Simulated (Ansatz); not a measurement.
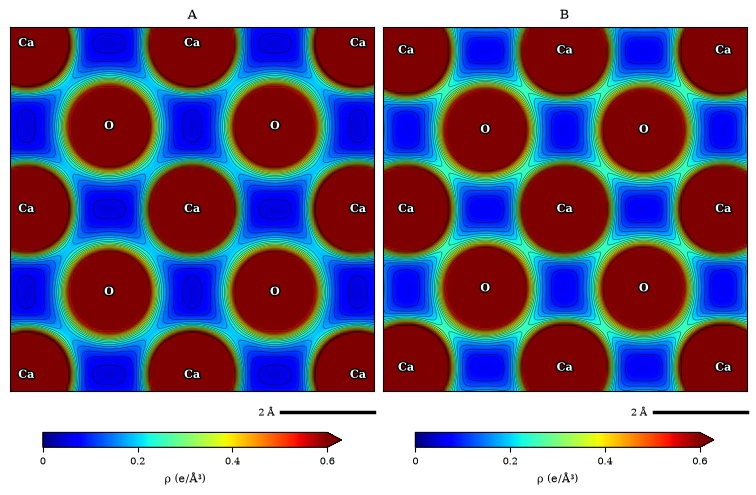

CaO. The valence pseudo-density of two cells that differ in size and shape, on the (110) plane of each (indices in the axes of the calculation cell), at one length scale and on one colour scale; one has 14.5 and the other 15.6 Å³ an atom.

Space group I4/mmm.

Method: DFT r2SCAN, scalar-relativistic, plane waves, PAW in Ansatz 0.2.0.

The density is the valence pseudo-density of a PAW calculation; it isn't the true density close to the nuclei.

The larger cell:

```
CELL_PARAMETERS angstrom
0.00000 2.52247 2.44900
2.52247 0.00000 2.44900
2.52247 2.52247 0.00000
ATOMIC_POSITIONS crystal
Ca 0.00000 0.00000 0.00000
O 0.50000 0.50000 0.50000
```

The smaller cell: a = 3.464 Å, b = 3.464 Å, c = 3.411 Å, α = 60.50°, β = 60.50°, γ = 59.00°.

### Which panel shows the smaller cell, and what does the compression change?

Panel B is the smaller cell, by 7 % in volume. From the larger cell to the smaller, Ca–O goes from 2.52 to 2.41 Å, and the density at its midpoint from 0.19 to 0.25 e/Å³; the pressure goes from −11 to −4.9 GPa; the Kohn–Sham gap goes from 4.1 eV to 4.2 eV.
